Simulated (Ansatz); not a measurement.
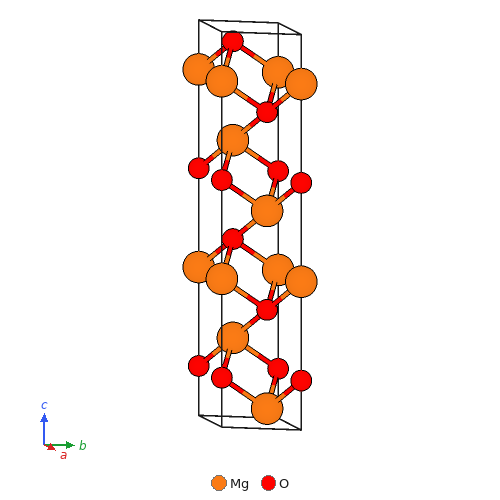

Two computed energy maps of cells of MgO. The picture above is the structure of the first map.

Map 1

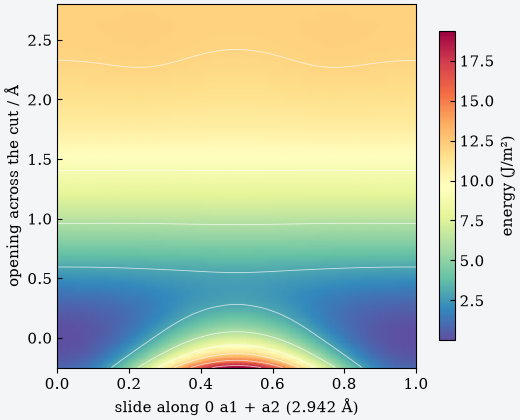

MgO (Fm-3m, No. 225; 12 atoms in the cell). 
- Rigid slide and opening across a plane, one cut a cell; the plane is (1 1 1) of the conventional cell, and the faces at the cut hold O and Mg.
- First axis: slide along 0 a1 + a2 (2.942 Å). Second axis: opening across the cut.
- Nothing is relaxed (rigid halves).
- Grid: 8 × 6 points; 30 points were computed and 18 follow by symmetry.
- Points are written as (first, second).
- All energies are given in J/m² relative to the lowest grid point.
- The band gap closes in part of the range.
- The calculation used DFT LDA, scalar-relativistic, plane waves, PAW (Ansatz 0.2.0). Settings: cutoff 520 eV, k-mesh 9×9×2 in the order of the run's cell vectors, gaussian smearing 0.05 eV, no spin polarisation.

The picture shows a smooth colour map with a few white contour lines. Between grid points the surface is interpolated.

Map 2

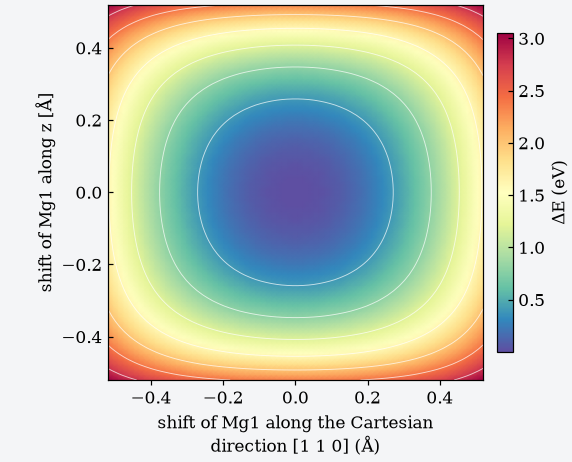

MgO (Fm-3m, No. 225; 8 atoms in the cell). One atom moved over a plane, all else fixed (x, y and z along the cube axes). Coordinates scanned: (1) shift of Mg1 along the Cartesian direction [1 1 0]; (2) shift of Mg1 along z. Nothing is relaxed (all other atoms fixed). Grid: 11 × 11 points; 36 points were computed and 85 follow by symmetry. Points are written as (first, second). All energies are given in eV per cell relative to the lowest grid point. These are results of DFT LDA, scalar-relativistic, plane waves, PAW in Ansatz 0.2.0, not measurements. Settings: cutoff 420 eV, k-mesh 6×6×6, gaussian smearing 0.05 eV, no spin polarisation.

In the figure: a smooth colour map with a few white contour lines. Between grid points the surface is interpolated.

Q: What does each map show?

A: Map 1: The lowest grid point is at (0.000, 0.00 Å). No other kind of well shows on this grid. The highest grid point, (0.500, −0.25 Å), lies 19.3 J/m² above the lowest. On the interpolated surface the easiest way out of the lowest well to its copy in the next cell or period passes a barrier of about 2.6 J/m².
Map 2: The lowest grid point is at (0.000 Å, 0.000 Å). No other kind of well shows on this grid. The highest grid point, (−0.520 Å, −0.520 Å), lies 3.05 eV above the lowest. Near the minimum the well is nearly round, with a curvature of about 10 eV/Å². The gap on the k-mesh is 5.0 eV at the lowest point and runs from 4.8 to 5.0 eV over the map.

Q: Maps 1, 2 start from a relaxed reference structure. Do they show a way to lower its energy?

A: No. In each of them the reference is the lowest point, within the accuracy of the grid, so it is stable against the distortions scanned (other distortions weren't tried).

PAW datasets: the set soft_1.
